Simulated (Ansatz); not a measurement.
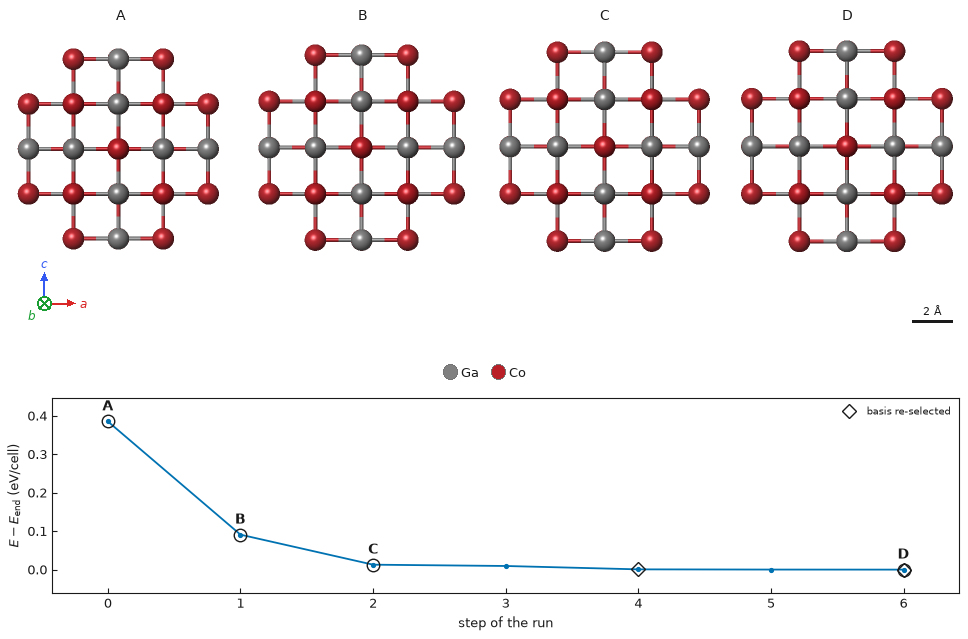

Frames of a relaxation of crystalline GaCo (built on the rock salt_225 type) (coarse preliminary run), marked on the history of the run. The picture is a ball-and-stick view of the conventional cell (4 times the calculation's cell), seen along the b axis. Lengths and directions refer to the drawn axes.

Case: rock salt type (Fm-3m, No. 225).

Level of theory: DFT PBE, scalar-relativistic, plane waves, PAW (Ansatz 0.2.0).

The input:
```yaml
crystal:
  lattice:
    - [0.0, 2.2664224478, 2.2664224478]
    - [2.2664224478, 0.0, 2.2664224478]
    - [2.2664224478, 2.2664224478, 0.0]
  atoms:
    - { symbol: Ga, position: [0.0, 0.0, 0.0] }
    - { symbol: Co, position: [0.5, 0.5, 0.5] }
basis:
  ecutwfc: 420
kpoints:
  mp_grid: { grid: [6, 6, 6] }
hamiltonian:
  xc: pbe
scf:
  occupations: { method: gaussian, width: 0.1 }
  lower_state_search: "off"
output:
  forces: true
  stress: true
  eigenvalues: true
relax:
  adjacent_minimum: "off"
  f_tol: 0.04
  max_steps: 70
  cell: { stress_tol: 0.4 }
```

Run as
```bash
ansatz run input.yaml --threads 1 --pin off --max-ram 2560MiB --backend cpu --events-out ev --progress --plain --runs-dir out
```

Describe the path.

Over 4 accepted moves (6 points after the start) the energy falls by 0.385 eV per cell of the calculation. All forces vanish by symmetry, so only the cell relaxes. The pressure goes from 32.97 to 0.11 GPa. At 2 points the geometry stayed and the basis and grid were re-selected for the new cell (energy shift of 8.8 meV per cell of the calculation at most each time). The atoms keep their places relative to the cell (all moves are under 0.005 Å). Cell: a = b = c 4.533 → 4.801 Å (+5.9 %). Volume +18.8 %. Among the contacts that change: Ga1–Co2 2.266 → 2.401 Å. The space group stays Fm-3m (No. 225). From step 0 to 1: volume +9.1 %, energy −0.294 eV per cell of the calculation. From step 1 to 2: volume +6.5 %, energy −78.1 meV per cell of the calculation. From step 2 to 6: volume +2.3 %, energy −12.8 meV per cell of the calculation.
